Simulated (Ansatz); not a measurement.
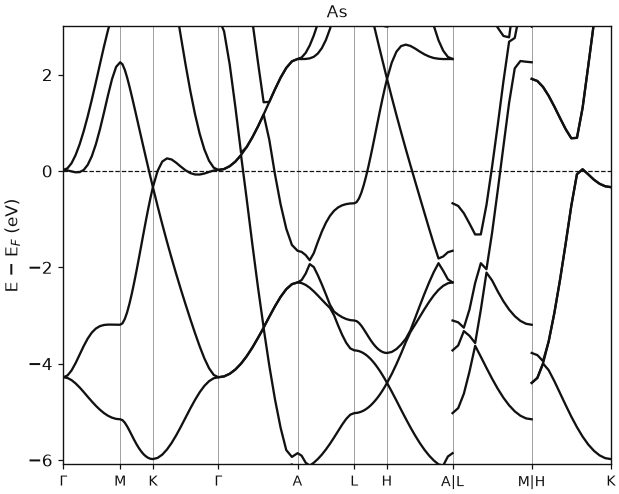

Band structure. Energies are counted from the Fermi level.

### What lattice type does the k path imply?

A hexagonal (primitive) lattice: the path Γ–M–K–Γ–A–L–H–A|L–M|H–K runs through the special points of its Brillouin zone.

The material is As, space group P6/mmm (No. 191), 2 atoms in the cell.

Method: DFT PBE, scalar-relativistic, plane waves, PAW, no spin polarisation, 15×15×20 k mesh, Gaussian smearing of 0.1 eV (Ansatz).

### Does this material conduct, going by its bands?

A metal: bands cross the Fermi level along this path.

The structure is an invented one, so it need not be a known or stable phase.
